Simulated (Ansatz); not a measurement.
**Run report: Si8O15, nudged elastic band (part 3 of 3)**

The same run, continued: Si8O15 (defect cell, 23 atoms in the cell); DFT PBE-D3(BJ), scalar-relativistic, plane waves, PAW, PAW set soft_1, no spin polarisation (Ansatz 0.2.0); cutoff 420 eV, 2×2×2 k-mesh, Fermi–Dirac smearing of 0.05 eV. The structure derives from an entry of the Crystallography Open Database. One setting was made poor on purpose. It belongs to a series of runs on one base structure; here: band between the two ends.

Geometry of the input (Å; fractional positions):
```
0.0000  5.0462  4.4946
4.0970  0.0000  4.4946
4.0970  5.0462  0.0000
Si 0.1994  0.0469  0.9510
Si 0.3125  0.4512  0.0367
Si 0.7977  0.9462  0.0504
Si 0.1989  0.0520  0.4493
O  0.4018  0.5168  0.2173
O  0.2662  0.1520  0.6156
O  0.3611  0.7153  0.5210
O  0.4673  0.1135  0.1489
O  0.0957  0.9815  0.2855
O  0.2322  0.3442  0.8843
O  0.1342  0.7852  0.9819
O  0.0395  0.3827  0.3445
Si 0.6978  0.5436  0.4672
Si 0.7981  0.9485  0.5497
Si 0.2970  0.4499  0.5523
Si 0.6980  0.5477  0.9579
O  0.8973  0.0207  0.7153
O  0.7651  0.6501  0.1199
O  0.8614  0.2142  0.0160
O  0.9605  0.6136  0.6560
O  0.7318  0.8463  0.3866
O  0.6327  0.2829  0.4867
O  0.5335  0.8754  0.8465
```

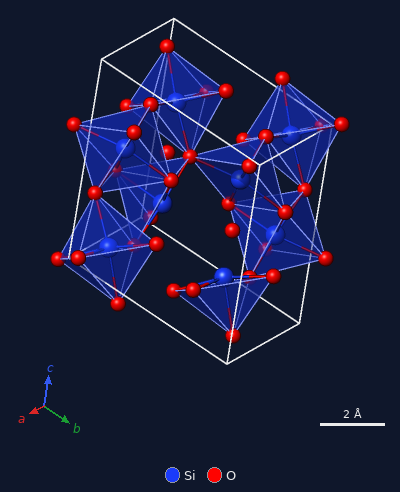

*The input geometry (polyhedral view of the reduced cell, seen slightly off an axis; polyhedra are completed across the faces of the cell). An atom can appear more than once, as a periodic image.*

A deliberately poor setting: long steps. The k-point mesh is coarse for a cell of this size, so the results may not be converged. The order of the saddle point was not checked.
